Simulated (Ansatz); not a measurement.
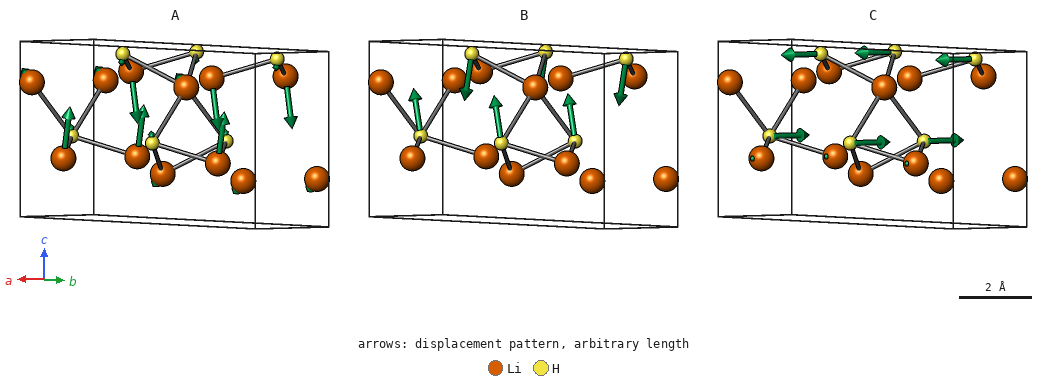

Modes of solid Li2H (a generated structure), space group Cmc2₁ (No. 36), at the zone centre. Displacements are drawn as green arrows; their common scale and sign are arbitrary. Style: ball-and-stick. Shown: the conventional cell (2 times the calculation's cell), from a free direction. Lengths and directions refer to the drawn axes.

Level of theory: Ansatz, DFT PBE, scalar-relativistic, plane waves, PAW.

The frequencies depend somewhat on the k-mesh and the smearing.

Which are infrared-active and which Raman-active?

A is B₂, infrared- and Raman-active by symmetry (276 cm⁻¹). B is B₂, infrared- and Raman-active by symmetry (859 cm⁻¹). C is A₂, Raman-active by symmetry (691 cm⁻¹). In a metal the free carriers screen the infrared response.
